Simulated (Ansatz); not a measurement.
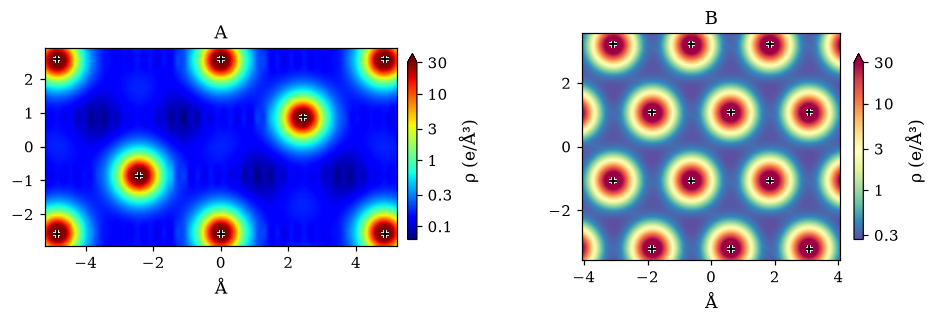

The valence charge density (pseudo) of 2 systems, each on a plane through atoms (crosses mark nuclei in the plane).

The calculation used DFT, revPBE, plane waves (420 eV) with PAW, scalar-relativistic (Ansatz).

System 1: Ni, the (001) plane of the conventional cell. Space group P6₃/mmc; set up as Ni, dhcp; a generated structure, not necessarily the stable one; changed on purpose from its base cell (volume × 0.96); computed pressure about 8 GPa in this cell; spin-polarised.

System 2: Ga, the (110) plane of the conventional cell. Space group P6₃/mmc; set up as Ga, dhcp; a generated structure, not necessarily the stable one; changed on purpose from its base cell (volume × 0.96); computed pressure about 2 GPa in this cell.

```
Ga
1.0
     2.97984    0.00000    0.00000
    -1.48992    2.58062    0.00000
     0.00000    0.00000    9.73072
Ga
4
Direct
  0.00000 0.00000 0.00000
  0.00000 0.00000 0.50000
  0.33333 0.66667 0.25000
  0.66667 0.33333 0.75000
```

**Match each panel to its system.**

Panel A is system 2, Ga: the plane holds Ga. Ga–Ga (2.98 Å): ρ is about 0.17 e/Å³ halfway. Panel B is system 1, Ni: the plane holds Ni. Ni–Ni (2.47 Å): ρ is about 0.34 e/Å³ halfway.
